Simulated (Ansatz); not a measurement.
**Sr: 7 runs along one coordinate**

System: Sr (P6₃/mmc, 2 atoms in the cell).
Method: DFT PBEsol, scalar-relativistic, plane waves, PAW, no spin polarisation (Ansatz 0.2.0).

The 7 runs differ only in the geometry, by an even scaling of the cell at fixed fractional positions. The structure derives from an entry of the Crystallography Open Database.

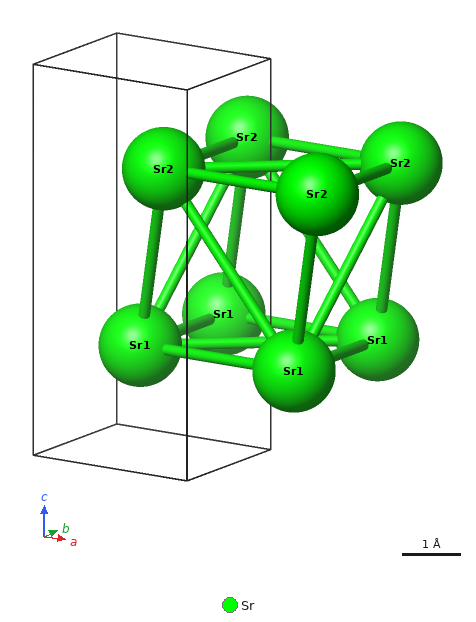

Figure 1. The structure of run 4 (ball-and-stick view of the cell of the calculation, repeated 2 × 2 × 1, seen slightly off an axis; atoms are numbered from 1 in the order of the input). An atom can appear more than once, as a periodic image.

### Input of run 4
```yaml
crystal:
  lattice:
    - [4.1945373319, 0.0, 0.0]
    - [-2.0972686659, 3.6325758865, 0.0]
    - [0.0, 0.0, 6.8785252635]
  atoms:
    - { symbol: Sr, position: [0.3333333333, 0.6666666667, 0.25] }
    - { symbol: Sr, position: [0.6666666667, 0.3333333333, 0.75] }
basis:
  ecutwfc: 420
kpoints:
  mp_grid: { grid: [12, 12, 8] }
hamiltonian:
  xc: pbesol
scf:
  occupations: { method: gaussian, width: 0.1 }
output:
  forces: true
  stress: true
  eigenvalues: true
```

Command:
```bash
ansatz run input.yaml --threads 1 --pin off --max-ram 2560MiB --backend cpu --events-out ev --progress --plain --runs-dir out
```

Lattice vectors (Å) and fractional positions of run 4:
```
   4.194537    0.000000    0.000000
  -2.097269    3.632576    0.000000
   0.000000    0.000000    6.878525
Sr  0.333333  0.666667  0.250000
Sr  0.666667  0.333333  0.750000
```

Run 3 differs from it as follows:
```diff
-    - [4.1945373319, 0.0, 0.0]
-    - [-2.0972686659, 3.6325758865, 0.0]
-    - [0.0, 0.0, 6.8785252635]
+    - [4.1525919585, 0.0, 0.0]
+    - [-2.0762959793, 3.5962501276, 0.0]
+    - [0.0, 0.0, 6.8097400108]
```

### Results, with one run withheld

| run | volume per atom (Å³) | free energy per atom, from the lowest run given (meV) | pressure (GPa) |
| --- | --- | --- | --- |
| 1 | 47.828 | 16.66 | 1.25 |
| 2 | 49.322 | 7.21 | 0.79 |
| 3 | 50.848 | ? | ? |
| 4 | 52.404 | 0.00 | −0.01 |
| 5 | 53.992 | 1.80 | −0.35 |
| 6 | 55.612 | 6.92 | −0.66 |
| 7 | 57.263 | 15.20 | −0.94 |

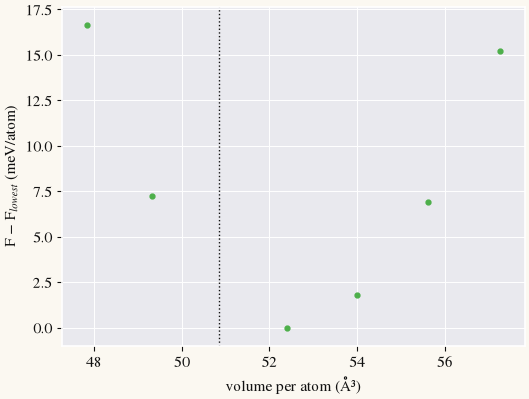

Figure 2. Free energy per atom of the runs given; the dotted line marks run 3.

Estimate the energy of run 3 from the others.

A cubic polynomial in V^(−2/3) (the Birch–Murnaghan form), fitted to the 6 runs given, misses them by at most 0.01 meV per atom. With x = V^(−2/3) − 0.07127 Å⁻², it reads F = 0.018631 − 289.15 x + 8.6992e+05 x² − 6.3695e+06 x³ (meV per atom). At run 3 it gives 1.73 meV per atom, and the run itself gives 1.73. The slope of the fit gives a pressure −dF/dV of 0.37 GPa there, and the run prints 0.37 GPa. The fit has its minimum at 52.374 Å³ per atom, where V d²F/dV² gives 12 GPa. Cell shape and fractional positions are held, so this is the stiffness under even scaling; the relaxed bulk modulus wasn't computed.

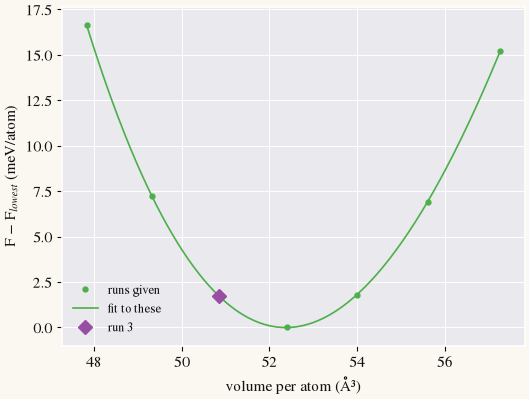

Figure 3. The fit and the withheld run.

### Output, shortened to warnings, some set-up lines, iterations and results (run 3)
```
Basis set: ecut = 420 eV, 1973 PW (Γ), exchange–correlation on 60×60×96 points (8 copies of the dense FFT grid, shifted against one another)
Symmetry: 24 space group operations
k-points: 95 of 1152
Initial density: superposition of atomic densities (neutral atoms: chi_scale 0, normalization atom), corrected by the library's trained network
[...]
SCF iter   1: F=—  HF=-6984.421570 eV  |F-HF|=—  |Δ(HF+E_count)|=         —  Δρ=2.12e-3  dr2=8.37e-3  ethr=1.77e-3  ⟨swp⟩=8.8  Hψ=9901  notcnv=0
SCF iter   2: F=—  HF=-6984.421604 eV  |F-HF|=—  |Δ(HF+E_count)|=   3.41e-5  Δρ=1.33e-3  dr2=4.18e-3  ethr=4.19e-5  ⟨swp⟩=2.2  Hψ=2681  notcnv=0
SCF iter   3: F=—  HF=-6984.420713 eV  |F-HF|=—  |Δ(HF+E_count)|=   8.90e-4  Δρ=2.46e-4  dr2=1.17e-4  ethr=2.09e-5  ⟨swp⟩=1.4  Hψ=1382  notcnv=0
SCF iter   4: F=—  HF=-6984.420693 eV  |F-HF|=—  |Δ(HF+E_count)|=   2.05e-5  Δρ=6.06e-5  dr2=2.40e-6  ethr=5.85e-7  ⟨swp⟩=2.3  Hψ=1714  notcnv=0
SCF iter   5: F=—  HF=-6984.420688 eV  |F-HF|=—  |Δ(HF+E_count)|=   5.06e-6  Δρ=1.14e-5  dr2=1.60e-7  ethr=1.20e-8  ⟨swp⟩=2.7  Hψ=2354  notcnv=0
SCF iter   6: F=-6984.420688 eV  HF=-6984.420688 eV  |F-HF|=8.26e-10  |Δ(HF+E_count)|=   3.10e-8  Δρ=3.37e-6  dr2=9.02e-9  ethr=5.00e-10  ⟨swp⟩=7.0  Hψ=7219  notcnv=0
SCF 1 converged in 6 iterations: F = -6984.420688 eV  dr2 = 9.02e-9
SCF converged after 6 iterations
Free energy (F): -6984.420688 eV
Harris-Foulkes:  -6984.420688 eV  (|F-HF|=8.26e-10)
Internal energy: -6984.408931 eV  (E = F + TS)
E sigma→0 (E₀):  -6984.414810 eV
Entropy (-TS):   -0.011756 eV (-5.878 meV/atom)
Fermi energy:    5.559646 eV
--- Per-component energies (eV) ---
  E_band       = -259.887448
  E_kinetic    = 484.006606
  E_local      = -1501.147104  (includes V_loc(G=0)·N_el)
  E_nonlocal   = 408.736763
  E_hartree    = 374.898625
  E_xc         = -339.418561
  E_vxc        = -317.839227  (∫ρ·V_xc dr)
  E_paw        = -5289.173717  (= ΣΔE_a)
  E_vpaw       = -83.442695  (= ΣTr[D̂ρ^β])
  E_aug_tail   = -0.000003  (compensation charges beyond the density's cutoff)
  E_ewald      = -1122.580235
  E_core_change = 0.268695  (= ΣΔE_core)
  E_smearing   = -0.011756  (= −TS)
  E_closure    = -0.000000  (closes the sum)
  Σ components = -6984.420688   (vs F -6984.420688, Δ=0.00e0)
--- Forces (eV/Å), atoms counted from 1 ---
  atom   1  Sr    -0.00000000    -0.00000000     0.00000000
  atom   2  Sr     0.00000000     0.00000000     0.00000000
  max |Σ_I F_I| component: 1.39e-17 eV/Å
--- Stress (GPa, compression-positive) ---
        0.379639      -0.000000       0.000000
       -0.000000       0.379639       0.000000
        0.000000       0.000000       0.352888
  P = ⅓ Tr σ = 0.3707 GPa (3.707 kbar)
```
